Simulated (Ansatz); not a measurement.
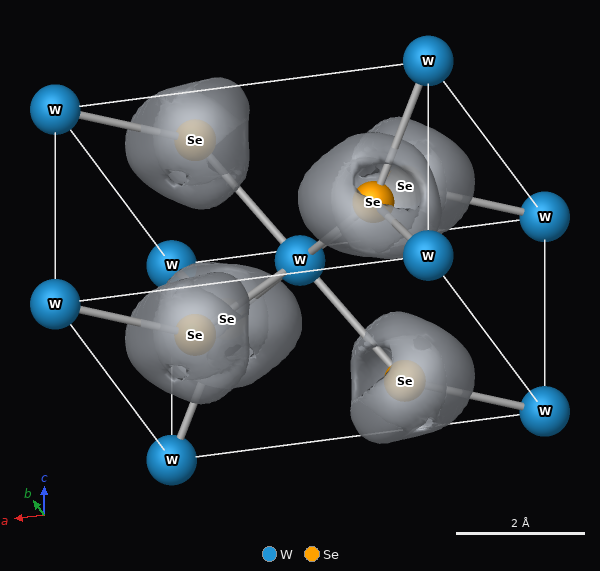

WSe$_{2}$. Isosurface of the electron localisation function at 0.75 (grey), seen at an oblique angle. Core shells and regions of very low density are left out. Sticks mark near contacts.

Space group P4₂/mnm; started from the rutile prototype, which need not be the ambient phase.

Theory: DFT, r2SCAN+rVV10, plane waves, PAW in Ansatz.

What do the ELF domains correspond to?

The ELF exceeds this value in four regions wrapped around Se (the valence shell of each), counted in one cell of 6 atoms. Any copies at cell faces, edges or corners count once. Profiles from the grid: W–Se (2.48 Å): the ELF is about 0.40 at the midpoint.
